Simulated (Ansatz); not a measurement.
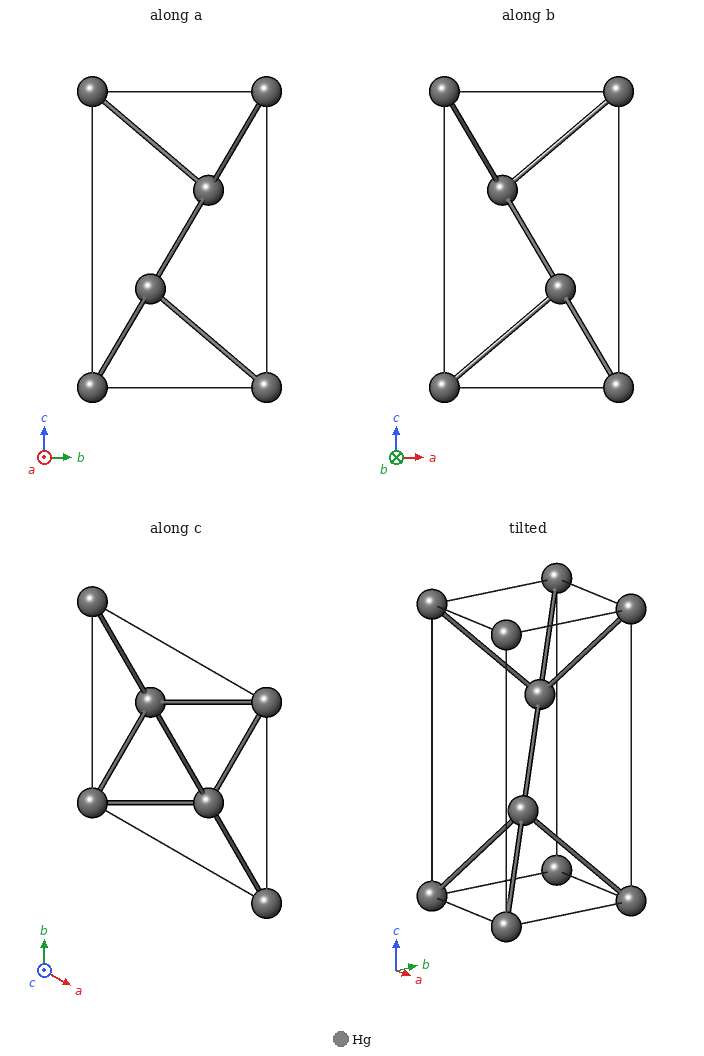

Crystal structure, ball-and-stick style, seen along the a axis, along the b axis, along the c axis and slightly off an axis. The wireframe shows the conventional unit cell.

Lattice parameters: a = 4.086 Å, b = 4.086 Å, c = 6.011 Å, α = 90.00°, β = 90.00°, γ = 120.00°. Put a along x and b in the xy plane.

### Put the structure into a POSCAR file.

```
Hg
1.0
     4.086    0.000    0.000
    -2.043    3.538    0.000
     0.000    0.000    6.011
Hg
3
Direct
  0.0000 0.0000 0.0000
  0.6667 0.3333 0.3333
  0.3333 0.6667 0.6667
```

The initial geometry was a structure type known for this element. Earlier steps of the study may have refined or changed the cell and positions. A calculation with Ansatz used it as input.
